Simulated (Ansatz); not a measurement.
Take the following structure.

Space group Fmm2 (No. 42). a = 2.515 Å, b = 6.045 Å, c = 4.340 Å, α = 90.00°, β = 90.00°, γ = 90.00°
```csv
atom,site,symmetry,x,y,z
B,4a,mm2,0.5000,0.0000,0.5089
N,4a,mm2,0.5000,0.0000,0.1752
```

**Give a crystallographic description of this input.**

This is BN. It takes space group Fmm2 (No. 42) on a face-centred orthorhombic lattice. In the cell are 4 B, 4 N, which makes 4 formula units. The polyhedra are BN3 triangles; they share corners. Around each B lie three N in a trigonal planar arrangement at 1.45 Å. Each N has three B in a trigonal planar arrangement at 1.45 Å. The bonds build BN layers parallel to (010).

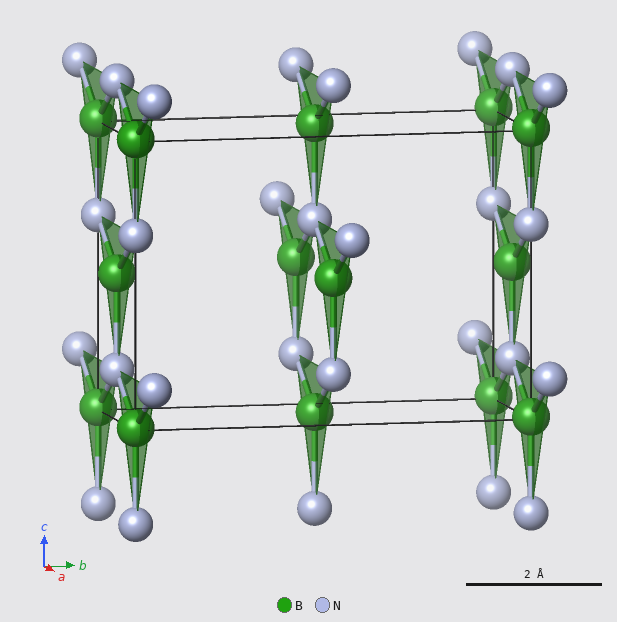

View slightly off an axis, drawn as a polyhedral model. Atoms at the boundary of the conventional unit cell (the box) are drawn once for each face, edge or corner they touch. Some atoms of the next cells are drawn as well. Colours: boron green, nitrogen light blue.

It goes back to a structure listed in the Materials Project. The atoms were relaxed in a fixed cell with DFT PBE+D3(BJ), scalar-relativistic, plane waves, PAW (Ansatz 0.2.0).
